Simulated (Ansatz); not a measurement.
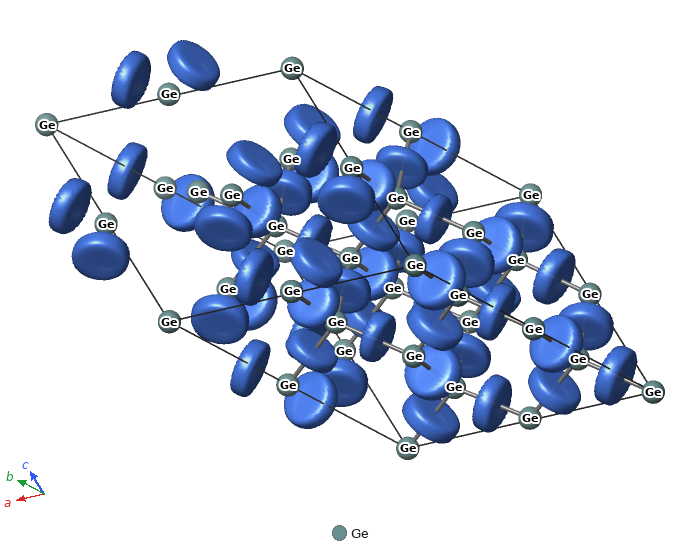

The picture shows: Ge (cell with a defect). Isosurface of the ELF at 0.55 (blue), seen at an oblique angle. Core shells and regions of very low density are left out. Sticks mark near contacts.

Level of theory: DFT PBE-D3(BJ), scalar-relativistic, plane waves, PAW in Ansatz 0.2.0.

Core electrons are frozen (PAW), and the valence fields are smoothed inside the atomic spheres.

Question: What do the ELF domains correspond to?

Answer: The ELF exceeds this value in 32 regions between bonded Ge–Ge atoms, counted in one cell of 17 atoms. Regions shared between cells count once.

Values along the shortest contacts:
Ge–Ge (2.40 Å): the ELF peaks at about 0.75 between the atoms. Ge–Ge (2.50 Å): the ELF reaches about 0.50 near the midpoint.

Question: Does the calculation make it a metal, or give it a gap?

Answer: It is gapless in this calculation (a metal or semimetal).
